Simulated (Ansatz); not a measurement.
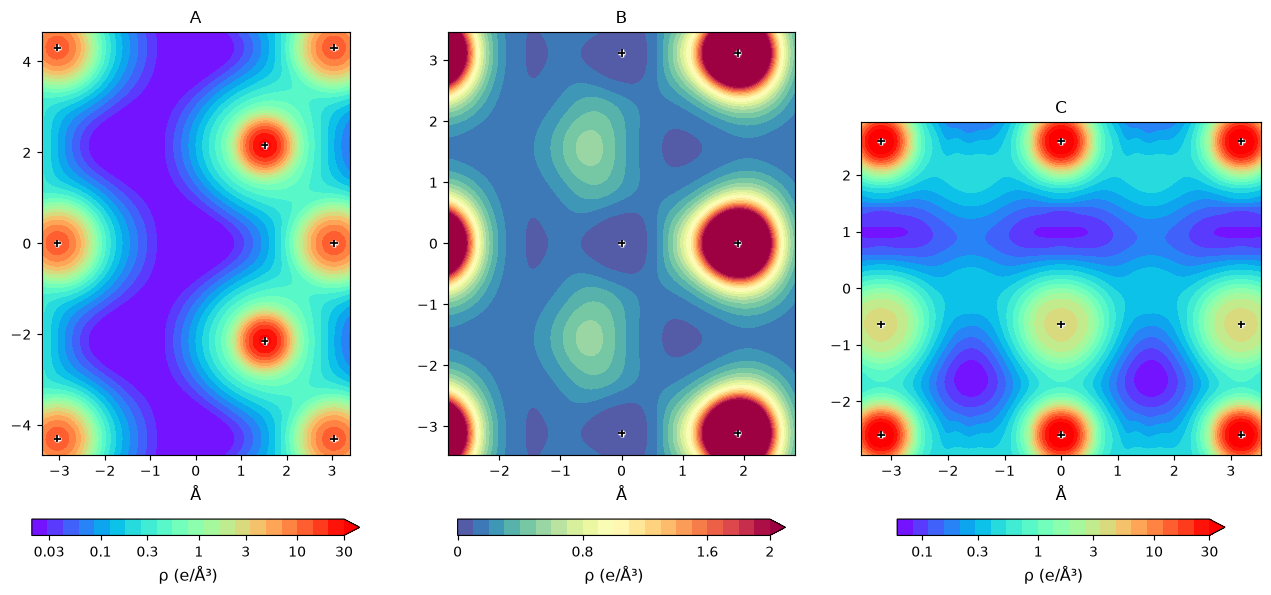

The valence charge density (pseudo) of 3 systems, each on a plane through atoms (crosses mark nuclei in the plane).

The calculation used DFT, PBEsol, PAW with Ansatz's default frozen-core files, scalar-relativistic; relaxation of cell and atoms in Ansatz 0.2.0.

System 1: AlN, the (11̄0) plane of the conventional cell. Space group P6₃mc.

```cif
data_structure
_symmetry_space_group_name_H-M 'P 1'
_symmetry_Int_Tables_number 1
_cell_length_a 3.1138
_cell_length_b 3.1138
_cell_length_c 4.9829
_cell_angle_alpha 90.000
_cell_angle_beta 90.000
_cell_angle_gamma 120.000
_cell_volume 41.84
loop_
_atom_site_label
_atom_site_type_symbol
_atom_site_fract_x
_atom_site_fract_y
_atom_site_fract_z
_atom_site_occupancy
Al1 Al 0.33333 0.66667 0.99899 1
Al2 Al 0.66667 0.33333 0.49899 1
N1 N 0.33333 0.66667 0.38101 1
N2 N 0.66667 0.33333 0.88101 1
```

System 2: InAs, the (110) plane of the conventional cell. Space group F-43m.

```xyz
8
Lattice="6.0878 0.0000 0.0000 0.0000 0.0000 -6.0878 0.0000 6.0878 0.0000" Properties=species:S:1:pos:R:3 pbc="T T T"
In    3.0439    0.0000   -3.0439
In    0.0000    3.0439   -3.0439
In    0.0000    0.0000    0.0000
In    3.0439    3.0439    0.0000
As    4.5659    1.5220   -4.5659
As    1.5220    4.5659   -4.5659
As    1.5220    1.5220   -1.5220
As    4.5659    4.5659   -1.5220
```

System 3: GaN, the (010) plane of the conventional cell. Space group P6₃mc.

Which map belongs to which system?

Panel A is system 2, InAs: the plane holds In and As. In–As (2.64 Å): ρ is about 0.41 e/Å³ halfway. Panel B is system 1, AlN: the plane holds Al and N. Al–N (1.90 Å): the density is about 0.67 e/Å³ at the midpoint. Panel C is system 3, GaN: the plane holds Ga and N. Ga–N (1.95 Å): ρ at the midpoint is about 0.76 e/Å³.
